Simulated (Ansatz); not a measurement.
# HfO2 (slab): what the fields show

Input

```
crystal:
  lattice:
    - [3.6045557004, 0.0, 0.0]
    - [-1.8022778502, 3.121636806, 0.0]
    - [0.0, 0.0, 26.0366527694]
  atoms:
    - { symbol: O, position: [0.6666666667, 0.3333333333, 0.2697303601] }
    - { symbol: O, position: [0.0, 0.0, 0.3337126946] }
    - { symbol: Hf, position: [0.6666666667, 0.3333333333, 0.3411301407] }
    - { symbol: O, position: [0.3333333333, 0.6666666667, 0.3926818925] }
    - { symbol: O, position: [0.6666666667, 0.3333333333, 0.4603370979] }
    - { symbol: Hf, position: [0.3333333333, 0.6666666667, 0.4666024747] }
    - { symbol: O, position: [0.0, 0.0, 0.5180757688] }
    - { symbol: O, position: [0.3333333333, 0.6666666667, 0.5855740122] }
    - { symbol: Hf, position: [0.0, 0.0, 0.5919508629] }
    - { symbol: O, position: [0.6666666667, 0.3333333333, 0.6445788684] }
    - { symbol: O, position: [0.0, 0.0, 0.733966278] }
    - { symbol: Hf, position: [0.6666666667, 0.3333333333, 0.718178093] }
basis:
  ecutwfc: 420
kpoints:
  mp_grid: { grid: [9, 9, 1] }
  band_path:
    path:
      - [0.5, 0, 0]
      - [0, 0, 0]
      - [0.3333333333333, 0.3333333333333, 0]
      - [0.5, 0, 0]
    npoints: 12
hamiltonian:
  xc: pbe
scf:
  occupations: { method: gaussian, width: 0.05 }
  n_extra_bands: 30
output:
  forces: true
  eigenvalues: true
  populations: true
  fatbands: true
  write_density: true
  write_potential: true
  elf: true
  volumetric_format: npy
efield:
  axis: 3
  dipole_correction: true
  ramp_width: 0.04
```

Command:

```sh
ansatz run input.yaml --threads 2 --pin off --max-ram 5120MiB --backend cpu --events-out ev --progress --plain --runs-dir out
```

Built by placing these elements on a known structure type.

The calculation used DFT PBE, scalar-relativistic, plane waves, PAW (Ansatz 0.2.0).

Core electrons are frozen (PAW), and the valence fields are smoothed inside the atomic spheres.

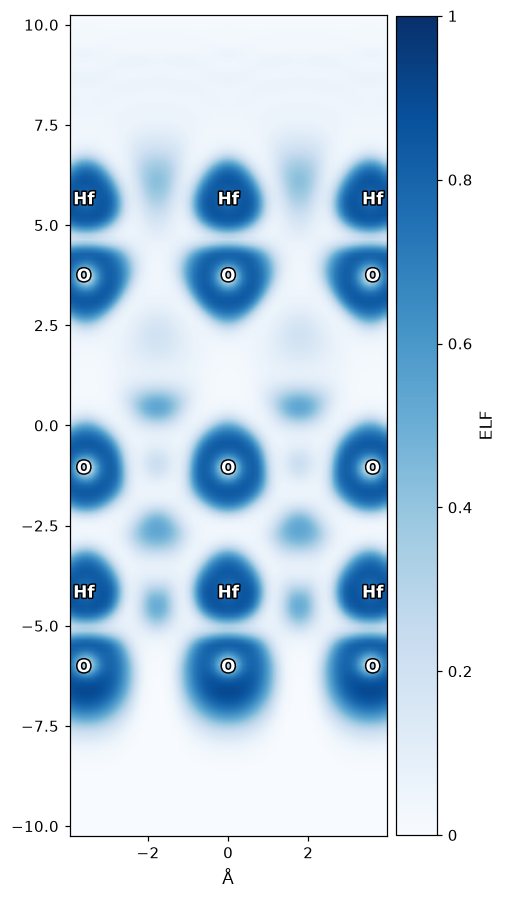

Figure 1. Electron localisation function on the (100) plane of the calculation cell, a cut from vacuum to vacuum.

Q: Interpret the plot.

A:
- Atoms in the plane: O and Hf.
- Hf–O (1.86 Å): the ELF peaks at about 0.80 in the valence shell of O, 0.5 Å from its nucleus, and drops to about 0.30 between the two atoms; no shared electron pair shows on this line.
- Hf–O (1.92 Å): the ELF peaks at about 0.80 in the valence shell of O, 0.6 Å from its nucleus, and drops to about 0.25 between the two atoms; no shared electron pair shows on this line.
- The features right at Hf lie inside the PAW spheres, where the map follows smoothed inner orbitals and isn't to be read closely.

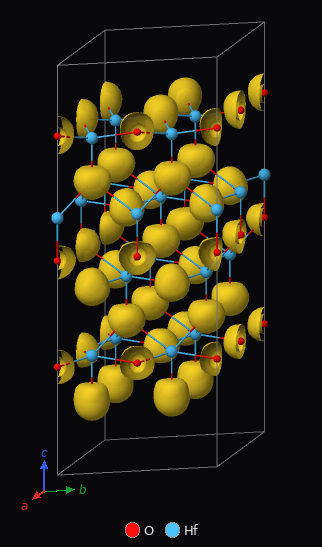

Figure 2. Isosurface of the electron localisation function at 0.75 (yellow), seen slightly off an axis. Core shells and regions of very low density are left out. Sticks mark near contacts.

Q: Identify the bonds, lone pairs and shells in this picture.

A: At this value the surface marks out eight regions wrapped around O (the valence shell of each), counted in one cell of 12 atoms. Counts are for one cell; the picture repeats the cell along the surface.

Q: Does the calculation give a band gap?

A: It is gapless in this calculation (a metal or semimetal).
